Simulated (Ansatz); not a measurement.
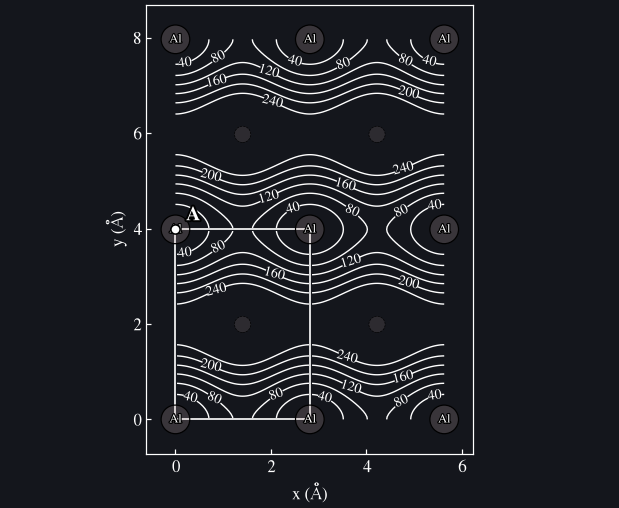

Cu on an Al(110) slab cut from the Fm-3m phase, its upper half relaxed before the scan (16 atoms of substrate and one adsorbate in a 2 × 2 cell). Cu is moved over the surface cell at a fixed height above a rigid substrate; the origin of the map has the adsorbate above Al13; the height is held at 3.00 Å. Places are given modulo a cell vector. The map is drawn in real space over the plane of the surface. The scan uses a 6 × 8 grid; 20 points were computed and 28 follow by symmetry. Places are given in fractions of the 1 × 1 surface cell. Energies are in meV, from the lowest grid point. The runs have no spin polarisation, so an open-shell adsorbate far from the surface lies too high. At a fixed height the lowest place need not be the adsorption site. Method: DFT PBE+D3(BJ), scalar-relativistic, plane waves, PAW (Ansatz 0.2.0). Settings: cutoff 420 eV, k-mesh 5×4×1, gaussian smearing 0.1 eV, no spin polarisation.

Drawn: contour lines labelled in meV (none above 240), labelled circles for the atoms of the top layer and small ones for the second layer, the outline of one cell of the 2 × 2 shown, the point A. Between grid points the surface is interpolated.

### Find the lowest pass out of the well at A.

The easiest path leads from the well at the top site over a surface Al atom, (0/6, 0/8) of the cell vectors to its copy one period on. Its highest point lies about 85 meV above the bottom of the first well on the interpolated surface, at a bridge site between two Al atoms, (3/6, 0/8) of the cell vectors. This is the barrier on the constrained surface; relaxing the other coordinates would change it.

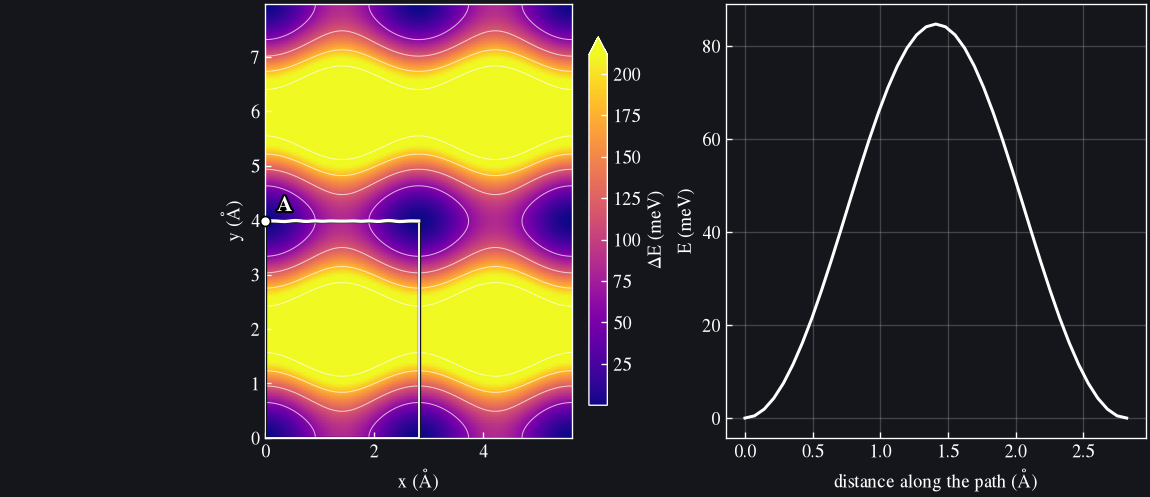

The picture shows a smooth colour map with a few white contour lines, a line along the lowest path, the outline of one cell of the 2 × 2 shown, one colour for all values above the top of the scale, the energy along the path at the right. Between grid points the surface is interpolated.
